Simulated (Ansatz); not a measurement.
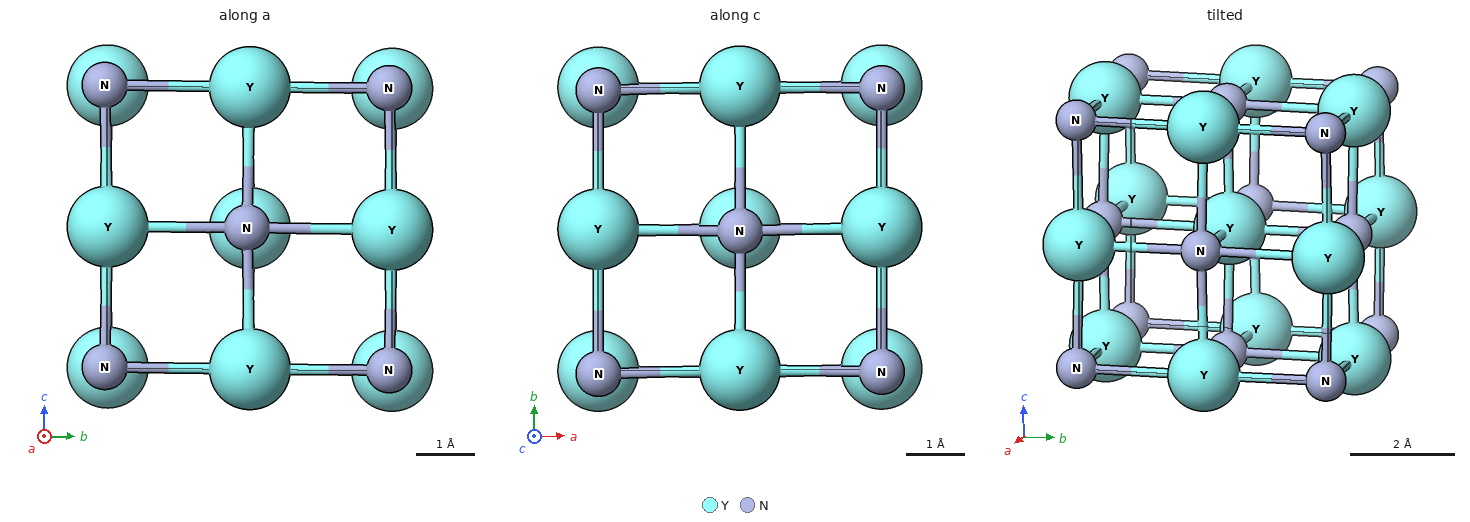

An orthographic ball-and-stick view of the structure, along the a axis, along the c axis and slightly off an axis. The edges of the drawn cell (a repeat of the simulation cell) are marked.

Cell dimensions are a = 4.930 Å, b = 4.933 Å, c = 4.890 Å, α = 90.65°, β = 89.47°, γ = 89.57°.

Read off the composition.

Answer. YN. The cell holds 4 Y, 4 N, counting shared atoms by their share.

What is Y bonded to?

Answer. Six N in an octahedral arrangement at about 2.4 to 2.5 Å.

Describe the bonded network.

Answer. The bonds build a three-dimensional framework.

What structure would it have without the distortion?

Answer. It is a distorted form of a face-centred cubic structure, space group Fm-3m (No. 225) within 0.25 Å: rock salt (NaCl type).

The structure was taken from a structure type known for this compound. The cell was then strained or its atoms displaced on purpose. It was run through Ansatz as a DFT input.
